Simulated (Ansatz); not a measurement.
# Single-point calculation of Al

System: Al (I4/mmm, 1 atom in the cell).
Method: DFT PBE, scalar-relativistic, plane waves, PAW, no spin polarisation (Ansatz 0.2.0).

The structure derives from a Materials Project entry. Figures and captions count atoms from 1; the log counts them from 0 in places.

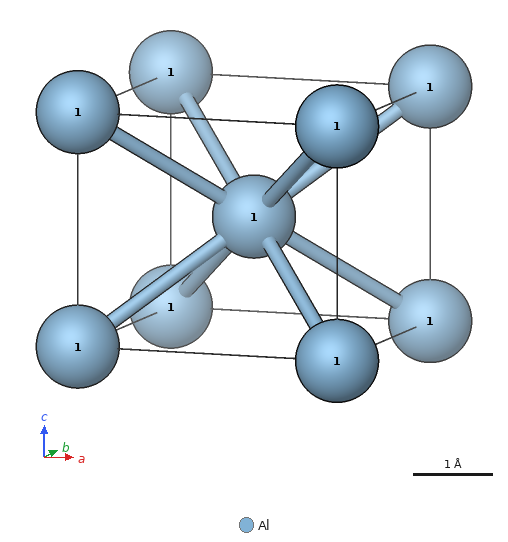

The input geometry (ball-and-stick view of the cell 2 times as large as that of the calculation, set on its symmetry axes, seen slightly off an axis; atoms are numbered from 1 in the order of the input).

Summary:

```json
{"quantity": "outcome", "value": "converged"}
{"quantity": "space group (tolerance 0.01 Å)", "value": "I4/mmm (139)"}
{"quantity": "electrons treated", "value": "3"}
{"quantity": "free energy", "value": "−537.4058 eV"}
{"quantity": "Fermi energy", "value": "6.887 eV"}
{"quantity": "gap on the k-point mesh", "value": "none (metallic)"}
{"quantity": "pressure", "value": "−4.56 GPa"}
{"quantity": "largest force (length of the vector)", "value": "under 0.001 eV/Å"}
{"quantity": "hardware", "value": "1 thread of Intel Xeon (Sapphire Rapids), 64 GiB of memory available, shared host"}
{"quantity": "wall time", "value": "5.2 s"}
{"quantity": "peak memory", "value": "0.44 GiB"}
```

The input:
```yaml
crystal:
  lattice:
    - [-1.7442948453, 1.7442948453, 1.5021867208]
    - [1.7442948453, -1.7442948453, 1.5021867208]
    - [1.7442948453, 1.7442948453, -1.5021867208]
  atoms:
    - { symbol: Al, position: [0.0, 0.0, 0.0] }
basis:
  ecutwfc: 420
kpoints:
  mp_grid: { grid: [22, 22, 22] }
hamiltonian:
  xc: pbe
scf:
  occupations: { method: gaussian, width: 0.15 }
output:
  forces: true
  stress: true
  eigenvalues: true
  write_density: true
  write_potential: true
  elf: true
  volumetric_format: npy
```

Command:
```bash
ansatz run input.yaml --threads 1 --pin off --max-ram 2048MiB --backend cpu --events-out ev --progress --plain --runs-dir out
```

The program's output:
```
Engine: ansatz 0.2.0, x86_64-unknown-linux-gnu
Pseudopotentials: kind: paw
Pseudopotential: Al, paw, valence charge 3, recommended cutoff 420 eV (normal), Al.paw.azcp
Functional definition: PBE
  parameter kappa = 0.804
  parameter beta = 0.06672455060314922
  exchange = pbe_x(kappa = kappa, mu = beta*pi^2/3)
  correlation = pbe_c(beta = beta)
Crystal: 1 atoms, lattice volume = 18.282 Å³
Basis set: ecut = 420 eV, 349 PW (Γ), exchange–correlation on 40×40×40 points (8 copies of the dense FFT grid, shifted against one another)
Bands: 6, of which v1, the nominal top of the filled ones, is band 2 counted from 1 (1 counted from 0)
Symmetry: 16 space group operations
Space group: I4/mmm (ITA 139), of the structure as read, at distance tolerance 2.6e-5 Å
k-points: 834 of 10648
Non-local potential: Al, projectors of the file, l = 0: 2, l = 1: 2, l = 2: 1
PAW form: soft (Blöchl's): semilocal exchange-correlation on the pseudo side does not see the compensation charge
PAW one-centre angular grid: Al, 110 points (default); XC on 64 Gauss nodes
Initial density: superposition of atomic densities (neutral atoms: chi_scale 0, normalization atom), corrected by the library's trained network
Initial wavefunctions: pseudopotential atomic-orbital guess
Functional: x = pbe(κ = 0.804, μ = 0.2195149727645171), c = pbe(β = 0.06672455060314922)
SCF iter   1: F=—  HF=-537.405793 eV  |F-HF|=—  |Δ(HF+E_count)|=         —  Δρ=8.60e-4  dr2=1.27e-4  ethr=1.77e-3  ⟨swp⟩=4.6  Hψ=42241  notcnv=0
preconditioner: auto → none  [metal: Δε(μ)=0.003 eV  Ē_g=12.368 eV  σ=0.150 eV  W_gap=0.01  n_scr=0 (ndim 8)  ℏωp=15.0 eV  f_vac=0.000  D(μ)=0.48/eV (n_scr^D=0)]
SCF iter   2: F=—  HF=-537.405784 eV  |F-HF|=—  |Δ(HF+E_count)|=   9.15e-6  Δρ=4.16e-4  dr2=2.91e-5  ethr=4.24e-6  ⟨swp⟩=1.6  Hψ=12269  notcnv=0  defer=1
SCF iter   3: F=—  HF=-537.405784 eV  |F-HF|=—  |Δ(HF+E_count)|=   3.00e-7  Δρ=1.87e-5  dr2=6.55e-8  ethr=9.70e-7  ⟨swp⟩=1.8  Hψ=5690  notcnv=0  defer=1
iter 4 did not close the SCF: its close was put off for the readings that it lacked (scf_convergence_deferred on its scf_iter line)
SCF iter   4: F=-537.405784 eV  HF=-537.405784 eV  |F-HF|=2.11e-9  |Δ(HF+E_count)|=   1.48e-8  Δρ=3.80e-6  dr2=1.06e-9  ethr=2.18e-9  ⟨swp⟩=1.3  Hψ=4994  notcnv=0  defer=1
iter 5 did not close the SCF: its close was put off for the readings that it lacked (scf_convergence_deferred on its scf_iter line)
SCF iter   5: F=-537.405784 eV  HF=-537.405784 eV  |F-HF|=3.64e-12  |Δ(HF+E_count)|=   2.23e-9  Δρ=2.21e-7  dr2=5.21e-12  ethr=3.53e-11  ⟨swp⟩=2.1  Hψ=5970  notcnv=0  defer=1
SCF iter   6: F=-537.405784 eV  HF=-537.405784 eV  |F-HF|=0.00e0  |Δ(HF+E_count)|=  3.98e-12  Δρ=1.42e-8  dr2=3.25e-14  ethr=1.00e-12  ⟨swp⟩=3.9  Hψ=18549  notcnv=0
SCF 1 converged in 6 iterations: F = -537.405784 eV  dr2 = 3.25e-14
  greatest PAW one-centre occupation: 0.461 electrons in one spin orbital (limit 2), on the Al atom at site 0 (counted from 0), in its partial waves of l = 0
SCF converged after 6 iterations
Free energy (F): -537.405784 eV
Harris-Foulkes:  -537.405784 eV  (|F-HF|=0.00e0)
Internal energy: -537.400356 eV  (E = F + TS)
E sigma→0 (E₀):  -537.403070 eV
Entropy (-TS):   -0.005428 eV (-5.428 meV/atom)
Fermi energy:    6.886746 eV
--- Per-component energies (eV) ---
  E_band       = 8.317926
  E_kinetic    = 21.290990
  E_local      = 8.150075  (includes V_loc(G=0)·N_el)
  E_nonlocal   = 10.358910
  E_hartree    = 0.087410
  E_xc         = -39.092043
  E_vxc        = -28.105330  (∫ρ·V_xc dr)
  E_paw        = -467.202487  (= ΣΔE_a)
  E_vpaw       = -3.551538  (= ΣTr[D̂ρ^β])
  E_aug_tail   = -0.000002  (compensation charges beyond the density's cutoff)
  E_ewald      = -70.993210
  E_smearing   = -0.005428  (= −TS)
  E_closure    = 0.000000  (closes the sum)
  Σ components = -537.405784   (vs F -537.405784, Δ=0.00e0)
--- Forces (eV/Å), atoms counted from 1 ---
  atom   1  Al     0.00000000     0.00000000     0.00000000
  max |Σ_I F_I| component: 2.47e-32 eV/Å
--- Stress (GPa, compression-positive) ---
       -3.973767       0.000000       0.000000
        0.000000      -3.973767       0.000000
        0.000000       0.000000      -5.720918
  P = ⅓ Tr σ = -4.5562 GPa (-45.562 kbar)
--- Band table (eV; the first three rows and the last of 834) ---
  k-point 0: bands = ["-3.5257", "17.4753", "19.0007", "19.0007", "20.3626", "20.9184"]
  k-point 1: bands = ["-3.4755", "16.6433", "19.0264", "19.2084", "20.3053", "20.7212"]
  k-point 2: bands = ["-3.3251", "15.1446", "19.0994", "19.3601", "19.5696", "20.3482"]
  k-point 833: bands = ["7.4358", "7.4358", "8.8712", "9.3547", "11.4877", "13.4193"]
```

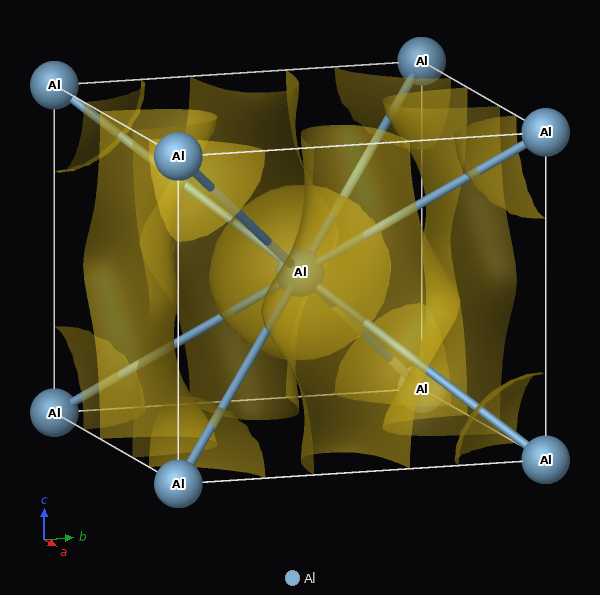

Isosurface of the ELF at 0.45 (yellow), seen slightly off an axis. Only the valence region is drawn (cores and ρ < 0.01 e/Å³ removed). Sticks mark near contacts. The outline is the cell set on symmetry axes. Profiles from the grid: Al–Al (2.89 Å): the ELF is about 0.65 at the midpoint (metallic bonding. Core electrons are frozen (PAW), so the fields are smoothed inside the atomic spheres.

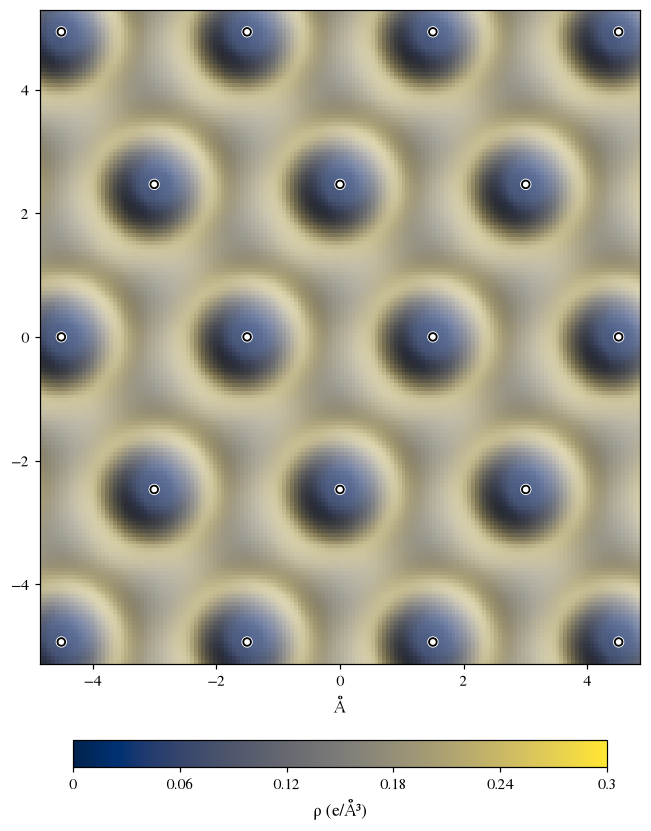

Valence electron density on the (110) plane of the conventional cell. Circles mark the nuclei in the plane (Al). The section cuts through Al sites. Al–Al (2.89 Å): ρ is about 0.19 e/Å³ halfway. Away from the nuclei the density in this plane falls to 0.16 e/Å³ at its lowest.
